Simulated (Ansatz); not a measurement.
Consider Ca5F11 (cell charge +1, with a compensating background) (cell with a defect).

```yaml
crystal:
  lattice:
    - [-5.51176, 5.51176, -5.51176]
    - [5.51176, 5.51176, 5.51176]
    - [5.51176, -5.51176, -5.51176]
  atoms:
    - { symbol: F, position: [0.50000, 0.75000, 0.75000] }
    - { symbol: Ca, position: [0.25040, 0.99960, 0.75000] }
    - { symbol: Ca, position: [0.74960, 0.75000, 0.50040] }
    - { symbol: Ca, position: [0.00000, 0.25000, 0.75000] }
    - { symbol: Ca, position: [0.50000, 0.99960, 0.50040] }
    - { symbol: Ca, position: [0.74960, 0.50040, 0.75000] }
    - { symbol: Ca, position: [0.25040, 0.25080, 0.50040] }
    - { symbol: Ca, position: [0.00000, 0.75000, 0.25000] }
    - { symbol: Ca, position: [0.74960, 0.99960, 0.24920] }
    - { symbol: Ca, position: [0.00080, 0.50040, 0.50040] }
    - { symbol: Ca, position: [0.25040, 0.75000, 0.99960] }
    - { symbol: Ca, position: [0.50000, 0.25000, 0.25000] }
    - { symbol: Ca, position: [0.25040, 0.50040, 0.25080] }
    - { symbol: Ca, position: [0.99920, 0.99960, 0.99960] }
    - { symbol: Ca, position: [0.74960, 0.24920, 0.99960] }
    - { symbol: Ca, position: [0.50000, 0.50040, 0.99960] }
    - { symbol: F, position: [0.23748, 0.75000, 0.75000] }
    - { symbol: F, position: [0.00112, 0.00046, 0.75000] }
    - { symbol: F, position: [0.50000, 0.75000, 0.48748] }
    - { symbol: F, position: [0.75046, 0.25112, 0.75000] }
    - { symbol: F, position: [0.24954, 0.00065, 0.49954] }
    - { symbol: F, position: [0.50000, 0.48748, 0.75000] }
    - { symbol: F, position: [0.99888, 0.24888, 0.49935] }
    - { symbol: F, position: [0.75046, 0.75000, 0.25112] }
    - { symbol: F, position: [0.50000, 0.00046, 0.25112] }
    - { symbol: F, position: [0.75065, 0.49954, 0.49954] }
    - { symbol: F, position: [0.00112, 0.75000, 0.00046] }
    - { symbol: F, position: [0.24935, 0.24888, 0.24888] }
    - { symbol: F, position: [0.99888, 0.49935, 0.24888] }
    - { symbol: F, position: [0.76252, 0.01252, 0.01252] }
    - { symbol: F, position: [0.50000, 0.25112, 0.00046] }
    - { symbol: F, position: [0.24954, 0.49954, 0.00065] }
    - { symbol: F, position: [0.24954, 0.24888, 0.75000] }
    - { symbol: F, position: [0.99888, 0.49954, 0.75000] }
    - { symbol: F, position: [0.50000, 0.24888, 0.49954] }
    - { symbol: F, position: [0.76252, 0.75000, 0.75000] }
    - { symbol: F, position: [0.23748, 0.48748, 0.48748] }
    - { symbol: F, position: [0.50000, 0.01252, 0.75000] }
    - { symbol: F, position: [0.99888, 0.75000, 0.49954] }
    - { symbol: F, position: [0.75065, 0.25112, 0.25112] }
    - { symbol: F, position: [0.50000, 0.49954, 0.24888] }
    - { symbol: F, position: [0.75046, 0.00046, 0.49935] }
    - { symbol: F, position: [0.00112, 0.25112, 0.00065] }
    - { symbol: F, position: [0.24954, 0.75000, 0.24888] }
    - { symbol: F, position: [0.00112, 0.00065, 0.25112] }
    - { symbol: F, position: [0.75046, 0.49935, 0.00046] }
    - { symbol: F, position: [0.50000, 0.75000, 0.01252] }
    - { symbol: F, position: [0.24935, 0.00046, 0.00046] }
```

Theory: DFT PBE, scalar-relativistic, plane waves, PAW (Ansatz 0.2.0).

**What can the converged valence pseudo-density and electron localisation function tell about the bonding?**

Ca–F (2.39 Å): ρ at the midpoint is about 0.21 e/Å³; the ELF peaks at about 0.80 in the valence shell of F, 0.6 Å from its nucleus, and drops to about 0 between the two atoms; no shared electron pair shows on this line.

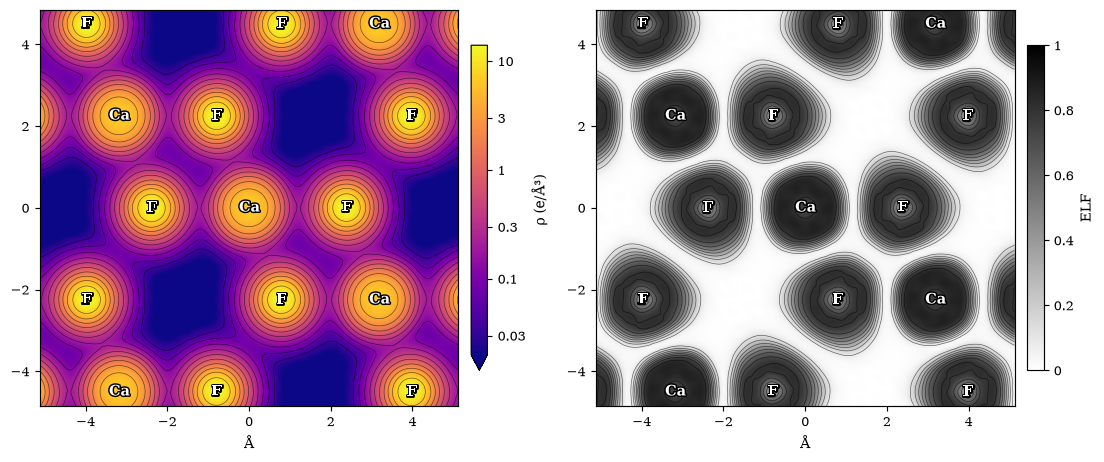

Computed valence pseudo-density and electron localisation function on the (100) plane of the calculation cell, in this order. 
